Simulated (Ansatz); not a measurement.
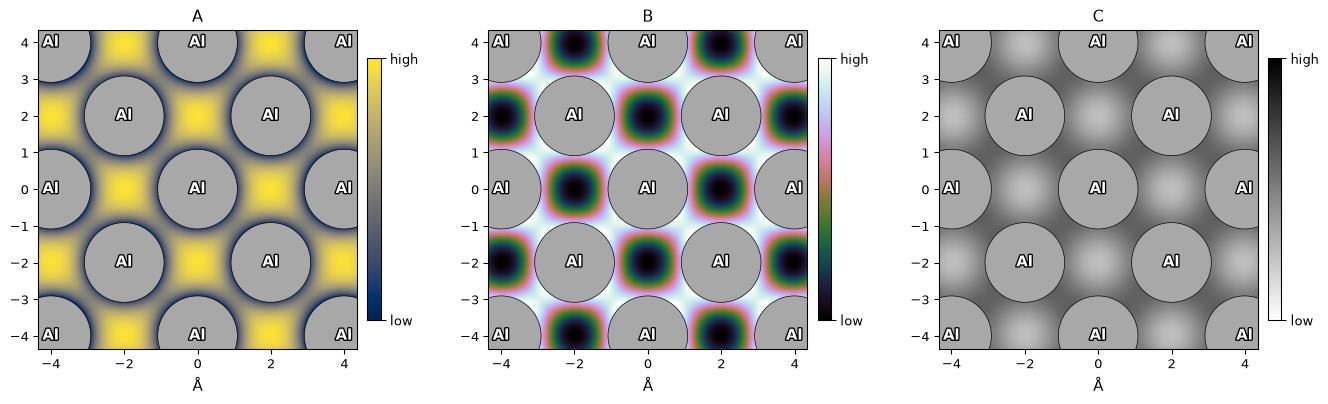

Al: 3 fields on the (100) plane of the conventional cell, with unlabelled colour scales. Grey discs cover the atomic cores.

Space group Fm-3m.

Computed with Ansatz 0.2.0, Kohn-Sham DFT of a periodic cell, r2SCAN0, Ansatz PAW.

The panels show electron localisation function, electrostatic potential energy of an electron and valence pseudo-density in some order. Assign them.

Answer. Panel A: electrostatic potential energy of an electron (low next to the atoms, rising into the space between them). Panel B: valence pseudo-density. Panel C: electron localisation function. From the grid: Al–Al (2.82 Å): ρ at the midpoint is about 0.21 e/Å³; the ELF peaks at about 0.65 between the atoms.
